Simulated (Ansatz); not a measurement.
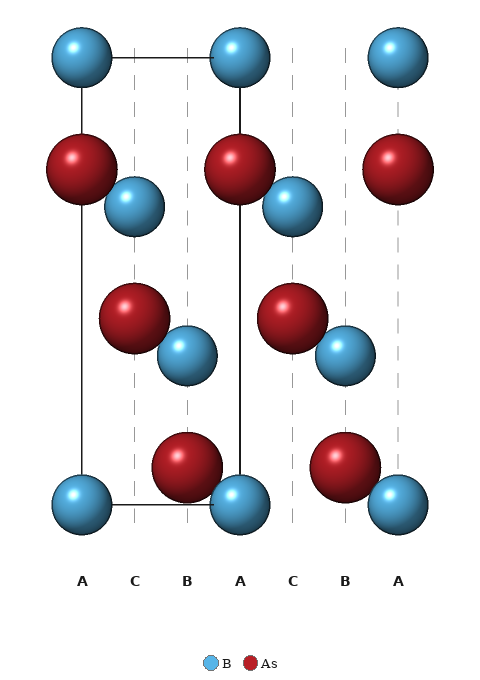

Projection along an edge of the hexagonal mesh, stacking direction [111] upwards. The dashed lines mark the three columns A (0, 0), B (1/3, 2/3) and C (2/3, 1/3). The box is the hexagonal cell of the face-centred cubic lattice. The sequence starts with the first layer at or above the cell's origin.

BAs (space group F-43m, No. 216). Coordinates: a calculation's input that goes back to an entry of the Crystallography Open Database (an earlier step may have relaxed or displaced it).

Give the sequence of layers in one repeat, with element and column.

B(A) – As(B) – B(B) – As(C) – B(C) – As(A) (six layers in 8.29 Å).
